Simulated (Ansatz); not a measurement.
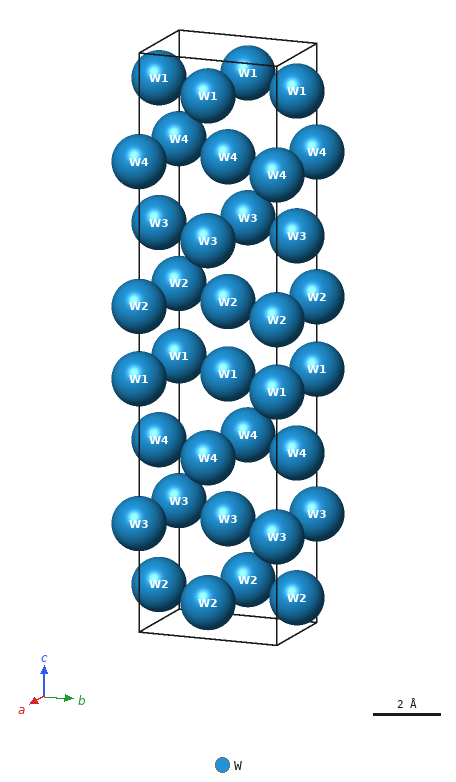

Figure 1. The input geometry of run 1 (spheres-only view of the cell 4 times as large as that of the calculation, set on its symmetry axes, seen slightly off an axis; atoms are numbered from 1 in the order of the input).

**What a change does: single-point calculation on W**

System: W (4 atoms in the cell).
Method of run 1: DFT PBE, scalar-relativistic, plane waves, PAW, no spin polarisation (Ansatz 0.2.0).

The structure derives from an entry of the Crystallography Open Database. Text and figures count atoms from 1; the logs count them from 0 in places.

Input file, run 1:
```yaml
crystal:
  lattice:
    - [-1.5917793224, 1.5917793224, -1.5917793224]
    - [-1.5917793224, -1.5917793224, 1.5917793224]
    - [0.0, 7.9588966121, 4.7753379673]
  atoms:
    - { symbol: W, position: [-0.4375, 0.4375, 0.875] }
    - { symbol: W, position: [0.4375, 0.5625, 0.125] }
    - { symbol: W, position: [-0.1875, 0.1875, 0.375] }
    - { symbol: W, position: [0.1875, 0.8125, 0.625] }
basis:
  ecutwfc: 420
kpoints:
  mp_grid: { grid: [22, 22, 7] }
hamiltonian:
  xc: pbe
scf:
  occupations: { method: gaussian, width: 0.15 }
output:
  forces: true
  stress: true
  eigenvalues: true
  write_density: true
  write_potential: true
  elf: true
  volumetric_format: npy
```

Command:
```bash
ansatz run input.yaml --threads 2 --pin off --max-ram 5120MiB --backend cpu --events-out ev --progress --plain --runs-dir out
```

Hardware: 2 threads of AMD EPYC (Zen 2), 12 GiB of memory available, shared host.

Output, shortened to warnings, some set-up lines, iterations and results (run 1):
```
Warning: crystal.symmetry: narrowed to the stabiliser of the k-point mesh — unitary ops 8 → 4; excluded 4 operations that carry a point of the 22×22×7 mesh (shift [0, 0, 0]) off the mesh (the run samples exactly the mesh kpoints.mp_grid names, as under crystal.symmetry.detect: false, and its converged state has the mesh's symmetry, not the crystal's; ε∞, the Born charges and the force constants …
Basis set: ecut = 420 eV, 1289 PW (Γ), exchange–correlation on 40×40×128 points (8 copies of the dense FFT grid, shifted against one another)
Symmetry: 4 space group operations
k-points: 892 of 3388
Initial density: superposition of atomic densities (neutral atoms: chi_scale 0, normalization atom), corrected by the library's trained network
[...]
SCF iter   1: F=—  HF=-41537.035628 eV  |F-HF|=—  |Δ(HF+E_count)|=         —  Δρ=1.44e-2  dr2=1.22e0  ethr=1.77e-3  ⟨swp⟩=4.8  Hψ=118054  notcnv=0
SCF iter   2: F=—  HF=-41536.974709 eV  |F-HF|=—  |Δ(HF+E_count)|=   6.09e-2  Δρ=4.00e-3  dr2=7.68e-2  ethr=1.77e-3  ⟨swp⟩=1.0  Hψ=37469  notcnv=0  defer=13
SCF iter   3: F=—  HF=-41536.970349 eV  |F-HF|=—  |Δ(HF+E_count)|=   4.36e-3  Δρ=1.98e-3  dr2=1.04e-2  ethr=1.37e-4  ⟨swp⟩=1.0  Hψ=29490  notcnv=0  defer=13
SCF iter   4: F=—  HF=-41536.969012 eV  |F-HF|=—  |Δ(HF+E_count)|=   1.34e-3  Δρ=3.57e-4  dr2=4.20e-4  ethr=1.86e-5  ⟨swp⟩=2.5  Hψ=39268  notcnv=0  defer=13
SCF iter   5: F=—  HF=-41536.968955 eV  |F-HF|=—  |Δ(HF+E_count)|=   5.71e-5  Δρ=7.64e-5  dr2=7.56e-6  ethr=7.49e-7  ⟨swp⟩=2.1  Hψ=37846  notcnv=0  defer=13
SCF iter   6: F=—  HF=-41536.968931 eV  |F-HF|=—  |Δ(HF+E_count)|=   2.31e-5  Δρ=1.82e-5  dr2=2.76e-7  ethr=1.35e-8  ⟨swp⟩=1.9  Hψ=35419  notcnv=0  defer=20
SCF iter   7: F=-41536.968931 eV  HF=-41536.968931 eV  |F-HF|=1.99e-9  |Δ(HF+E_count)|=   2.54e-8  Δρ=3.02e-6  dr2=6.22e-9  ethr=1.79e-10  ⟨swp⟩=12.3  Hψ=201790  notcnv=0
SCF 1 converged in 7 iterations: F = -41536.968931 eV  dr2 = 6.22e-9
SCF converged after 7 iterations
Free energy (F): -41536.968931 eV
Harris-Foulkes:  -41536.968931 eV  (|F-HF|=1.99e-9)
Internal energy: -41536.939954 eV  (E = F + TS)
E sigma→0 (E₀):  -41536.954443 eV
Entropy (-TS):   -0.028978 eV (-7.244 meV/atom)
Fermi energy:    22.101503 eV
--- Per-component energies (eV) ---
  E_band       = -348.230978
  E_kinetic    = 1805.316327
  E_local      = -2520.382544  (includes V_loc(G=0)·N_el)
  E_nonlocal   = 5.906183
  E_hartree    = 909.151184
  E_xc         = -1068.257789
  E_vxc        = -955.909511  (∫ρ·V_xc dr)
  E_paw        = -34251.384801  (= ΣΔE_a)
  E_vpaw       = -501.463892  (= ΣTr[D̂ρ^β])
  E_aug_tail   = -0.000251  (compensation charges beyond the density's cutoff)
  E_ewald      = -6417.288262
  E_smearing   = -0.028978  (= −TS)
  E_closure    = -0.000000  (closes the sum)
  Σ components = -41536.968931   (vs F -41536.968931, Δ=0.00e0)
--- Forces (eV/Å), atoms counted from 1 ---
  atom   1  W      0.00000000    -3.75668976    -3.75634497
  atom   2  W      0.00000000     3.75668976     3.75634497
  atom   3  W      0.00000000     0.16692036     0.16715339
  atom   4  W      0.00000000    -0.16692036    -0.16715339
  max |Σ_I F_I| component: 2.78e-17 eV/Å
--- Stress (GPa, compression-positive) ---
        0.241059       0.000000       0.000000
        0.000000      16.553690      12.380843
        0.000000      12.380843      16.579540
  P = ⅓ Tr σ = 11.1248 GPa (111.248 kbar)
```

For run 2 the input was changed thus:
```diff
+  max_iter: 80
-  write_density: true
-  write_potential: true
-  elf: true
-  volumetric_format: npy
+magnetization:
+  spin_polarized: true
+  initial_magnetization: 1
```

How does run 2 compare with run 1?

The energy is the same within 0.01 meV per atom. With spin allowed, the absolute moment of the cell comes to 0.00 μB. The SCF takes 11 iterations against 7. On the same kind of shared host run 2 took about 2.4 times as long. The two runs start from different initial densities, which also moves the count.

Output, shortened to warnings, some set-up lines, iterations and results (run 2):
```
Warning: crystal.symmetry: narrowed to the stabiliser of the k-point mesh — unitary ops 8 → 4; excluded 4 operations that carry a point of the 22×22×7 mesh (shift [0, 0, 0]) off the mesh (the run samples exactly the mesh kpoints.mp_grid names, as under crystal.symmetry.detect: false, and its converged state has the mesh's symmetry, not the crystal's; ε∞, the Born charges and the force constants …
WARN: the starting moments were not kept: the SCF closed with an absolute magnetisation of 5.0e-7 μB, where they sum to 1 μB in size (4 sites). That is at most 0.1 of that sum. Measured as dr2_m measures the in/out step, that magnetisation stands 2.2e-14 eV from none, at or under the dr2_threshold of 1.0e-7 eV: it is no larger than a step whose dr2_m would equal this threshold. The system may …
Basis set: ecut = 420 eV, 1289 PW (Γ), exchange–correlation on 40×40×128 points (8 copies of the dense FFT grid, shifted against one another)
Symmetry: 4 space group operations
k-points: 892 of 3388
Initial density: superposition of atomic densities (chi_scale 0.1, normalization cell)
[...]
SCF iter   1: F=—  HF=-41537.010113 eV  |F-HF|=—  |Δ(HF+E_count)|=         —  Δρ=3.07e-2 (↑3.07e-2 ↓2.80e-2)  dr2=1.72e0  dr2_m=5.79e-3  M=1.000 μB ∫|m|=1.000 μB  β_m=0.30  …
SCF iter   2: F=—  HF=-41537.003849 eV  |F-HF|=—  |Δ(HF+E_count)|=         —  Δρ=2.68e-2 (↑2.68e-2 ↓2.09e-2)  dr2=9.85e-1  dr2_m=4.35e-2  M=0.093 μB ∫|m|=0.095 μB  β_m=0.30  …
SCF iter   3: F=—  HF=-41536.938570 eV  |F-HF|=—  |Δ(HF+E_count)|=   6.53e-2  Δρ=2.00e-2 (↑2.00e-2 ↓1.60e-2)  dr2=5.60e-1  dr2_m=2.27e-2  M=0.071 μB ∫|m|=0.073 μB  β_m=0.65  …
SCF iter   4: F=—  HF=-41536.965608 eV  |F-HF|=—  |Δ(HF+E_count)|=   2.70e-2  Δρ=1.69e-3 (↑1.69e-3 ↓1.66e-3)  dr2=9.61e-3  dr2_m=2.60e-5  M=0.002 μB ∫|m|=0.005 μB  β_m=0.82  …
SCF iter   5: F=—  HF=-41536.968561 eV  |F-HF|=—  |Δ(HF+E_count)|=   2.95e-3  Δρ=5.66e-4 (↑5.66e-4 ↓5.42e-4)  dr2=4.30e-3  dr2_m=9.93e-7  M=0.001 μB ∫|m|=0.001 μB  β_m=0.91  …
SCF iter   6: F=—  HF=-41536.969190 eV  |F-HF|=—  |Δ(HF+E_count)|=   6.29e-4  Δρ=3.65e-4 (↑3.65e-4 ↓3.43e-4)  dr2=3.13e-3  dr2_m=4.55e-7  M=0.000 μB ∫|m|=0.001 μB  β_m=0.96  …
SCF iter   7: F=—  HF=-41536.968988 eV  |F-HF|=—  |Δ(HF+E_count)|=   2.02e-4  Δρ=6.46e-5 (↑6.41e-5 ↓6.46e-5)  dr2=1.13e-5  dr2_m=2.28e-8  M=0.000 μB ∫|m|=0.000 μB  β_m=0.95  …
SCF iter   8: F=—  HF=-41536.968932 eV  |F-HF|=—  |Δ(HF+E_count)|=   5.63e-5  Δρ=2.35e-5 (↑2.35e-5 ↓2.22e-5)  dr2=9.34e-6  dr2_m=4.22e-9  M=0.000 μB ∫|m|=0.000 μB  β_m=0.97  …
SCF iter   9: F=—  HF=-41536.968932 eV  |F-HF|=—  |Δ(HF+E_count)|=   2.54e-7  Δρ=8.65e-6 (↑8.65e-6 ↓8.34e-6)  dr2=1.77e-6  dr2_m=2.35e-10  M=0.000 μB ∫|m|=0.000 μB  β_m=0.99  …
SCF iter  10: F=—  HF=-41536.968931 eV  |F-HF|=—  |Δ(HF+E_count)|=   1.02e-7  Δρ=1.66e-6 (↑1.66e-6 ↓1.66e-6)  dr2=6.75e-8  dr2_m=1.65e-12  M=0.000 μB ∫|m|=0.000 μB  β_m=0.99  …
SCF iter  11: F=-41536.968931 eV  HF=-41536.968931 eV  |F-HF|=2.91e-11  |Δ(HF+E_count)|=   1.78e-9  Δρ=1.93e-7 (↑1.90e-7 ↓1.93e-7)  dr2=7.00e-11  dr2_m=1.08e-13  M=-0.000 μB …
SCF 1 converged in 11 iterations: F = -41536.968931 eV  dr2 = 7.00e-11
WARN: the starting moments were not kept: the SCF closed with an absolute magnetisation of 5.0e-7 μB, where they sum to 1 μB in size (4 sites). That is at most 0.1 of that sum. Measured as dr2_m measures the in/out step, that magnetisation stands 2.2e-14 eV from none, at or under the dr2_threshold …
SCF converged after 11 iterations
Magnetization: -0.0000 μB (28.0000 up, 28.0000 down)
Absolute magnetization: 0.0000 μB (∫|ρ↑−ρ↓|, with the PAW one-centre terms)
Spin contamination: 0.0000 ħ² per cell (⟨S²⟩ above its minimum at these occupations)
Per-site moments (μB) at R_I (Å): [(-1.1304120276585582e-7, 0.9285853112573772), (-1.1304120275806027e-7, 0.9285853112573772), (2.651711833667775e-8, 1.1372800975941737), (2.6517118311124866e-8, 1.1372800975941737)]
Free energy (F): -41536.968931 eV
Harris-Foulkes:  -41536.968931 eV  (|F-HF|=2.91e-11)
Internal energy: -41536.939954 eV  (E = F + TS)
E sigma→0 (E₀):  -41536.954443 eV
Entropy (-TS):   -0.028978 eV (-7.244 meV/atom)
Fermi energy:    22.101500 eV
--- Per-component energies (eV) ---
  E_band       = -348.231165
  E_kinetic    = 1805.316363
  E_local      = -2520.382666  (includes V_loc(G=0)·N_el)
  E_nonlocal   = 5.906197
  E_hartree    = 909.151264
  E_xc         = -1068.257794
  E_vxc        = -955.909519  (∫ρ·V_xc dr)
[...]
```

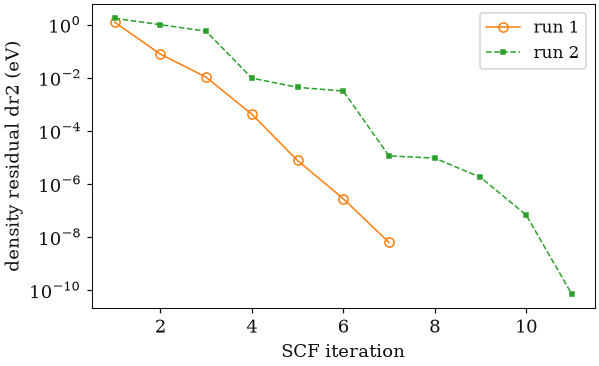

Figure 2. Convergence of the two runs: density residual dr2 against the SCF iteration. Run 1 takes 7 iterations in all, and run 2 takes 11.

The two runs side by side:

```csv
quantity,run 1,run 2
outcome,converged,converged
free energy per atom (eV),−10384.2422,−10384.2422
"energy per atom, smearing taken to zero (eV)",−10384.2386,−10384.2386
gap on the mesh (eV),0.00,0.00
pressure (GPa),11.12,11.12
largest force (eV/Å),5.313,5.313
SCF iterations,7,11
irreducible k-points,892,892
plane waves at Γ,1289,1289
net moment of the cell (μB),–,0.00
absolute moment of the cell (μB),–,0.00
wall time (shared host),42 s,1.7 min
```

For run 1: Warnings: the k-point mesh lowers the symmetry that the run can use. Spin–orbit coupling is left out, which matters for W. For run 2: The input was spoiled on purpose: an impossible spin (`magnetization`). It did no harm here: the run converged to the energy of the sound run within 1 meV per atom. Warnings: some starting moments were not kept; the k-point mesh lowers the symmetry that the run can use.
